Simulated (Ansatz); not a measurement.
A periodic structure is given below.

Space group P6/mmm (No. 191). a = 4.568 Å, b = 4.568 Å, c = 2.825 Å, α = 90.00°, β = 90.00°, γ = 120.00°
```csv
atom,site,symmetry,x,y,z
Ti,1a,6/mmm,0.0000,0.0000,0.0000
Ti,2d,-6m2,0.3333,0.6667,0.5000
```

Question: Work out the structure from the coordinates.

Answer: The element is titanium. It takes space group P6/mmm (No. 191) on a primitive hexagonal lattice. Its structure type: ω phase (AlB₂-like). The cell holds three atoms. By contacts within bonding range, the coordination numbers are Ti 2 to 5 (mean 4.0). Not all metal-metal contacts are counted.

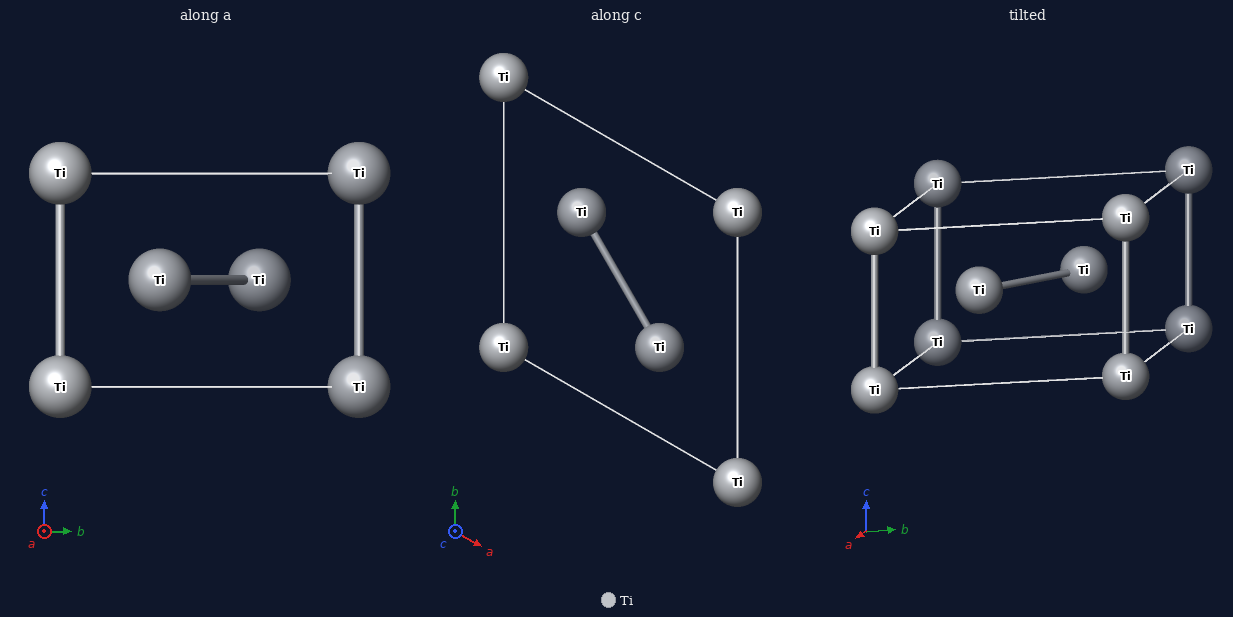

The crystal in a ball-and-stick representation, seen along the a axis, along the c axis and slightly off an axis. The edges of the conventional unit cell are marked. Colours: titanium light grey.

The structure was taken from a structure listed in the Materials Project. Earlier steps of the study, as a rule a relaxation of our own, may have changed the cell and positions, so they can lie some per cent off the listed ones. It was set up as input for a calculation with Ansatz.
